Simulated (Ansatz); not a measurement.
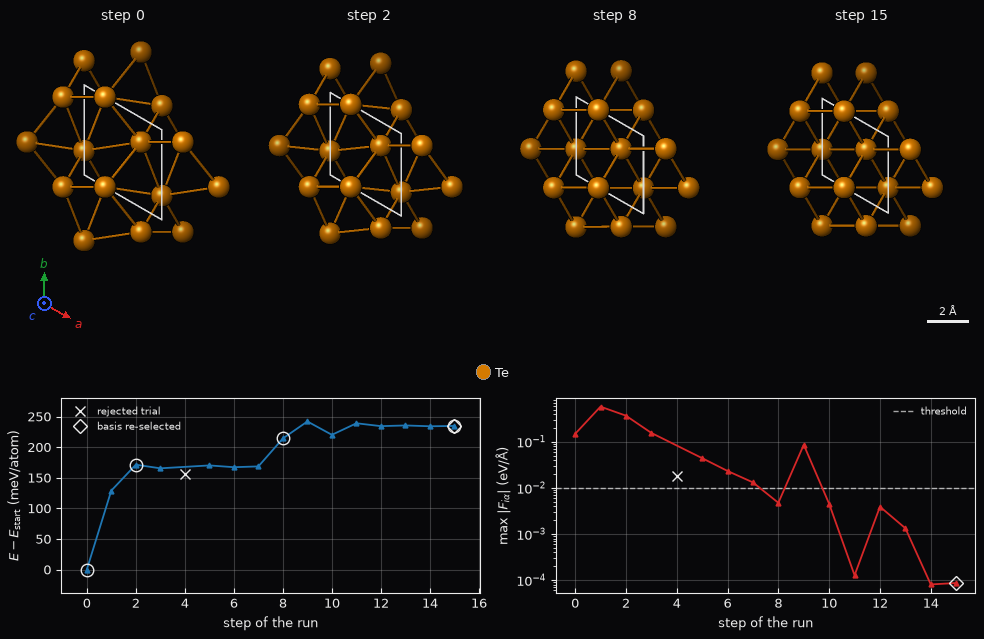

Frames of a relaxation of a crystal of Te (set up in P3_121), marked on the history of the run. A ball-and-stick model of the cell of the calculation, seen along the c axis.

The run lets cell and atoms move.

Method: Kohn-Sham DFT of a periodic cell, PBE, Ansatz PAW in Ansatz.

Input file:
```yaml
crystal:
  lattice:
    - [4.454, 0.0, 0.0]
    - [-2.227, 3.8572771485, 0.0]
    - [0.0, 0.0, 5.924]
  atoms:
    - { symbol: Te, position: [0.731, 0.731, 0.0] }
    - { symbol: Te, position: [0.0, 0.269, 0.6666666667] }
    - { symbol: Te, position: [0.269, 0.0, 0.3333333333] }
hamiltonian:
  xc: pbe
  pseudopotentials: { kind: paw }
kpoints:
  mp_grid: { grid: [7, 7, 5] }
scf:
  occupations: { method: fermi_dirac, width: 0.05 }
output:
  forces: true
  stress: true
  eigenvalues: true
  write_density: true
  write_potential: true
  elf: true
  volumetric_format: npy
relax:
  f_tol: 0.01
  max_steps: 40
  cell: { stress_tol: 0.05, p_target: 10.0 }
```

Command:
```bash
ansatz run input.yaml --threads 2 --pin off --max-ram 5632MiB --backend cpu --events-out ev --progress --plain --runs-dir out
```

Q: What happens along the run?

A: The energy rises by 235 meV per atom in 13 accepted moves (15 points after the start). With the target pressure of 10 GPa, the enthalpy E + pV changes by −215 meV per atom. The largest force component goes from 0.15 to under 0.0001 eV/Å. The pressure goes from 1.45 to 9.97 GPa. The line search rejected the trial step at point 4 of the run. The SCF was repeated once at an unchanged geometry on a basis and grid sized afresh for the cell, which shifted the energy by 0.5 meV per atom at most. The largest moves relative to the cell, 0.24 Å, are those of Te atoms. The volume changes by −21.2 %, with a = b 4.454 → 3.784 Å (−15.0 %), c 5.924 → 6.463 Å (+9.1 %). Among the contacts that change: Te–Te 3.469 → 3.068 Å, Te–Te 2.865 → 3.068 Å. The space group (tolerance 0.01 Å) goes from P3_121 (No. 152) to R-3m (No. 166). The run took 83 s on 2 threads of Intel(R) Xeon(R) Platinum 8259CL CPU @ 2.50GHz (Skylake/Cascade Lake) (shared host), peak memory 0.47 GiB. From step 0 to 2: Te atoms move most (0.08 Å), volume −17.3 %, energy +171 meV per atom. From step 2 to 8: Te atoms move most (0.16 Å), volume −3.5 %, energy +42.9 meV per atom. From step 8 to 15: volume −1.4 %, energy +20.4 meV per atom.
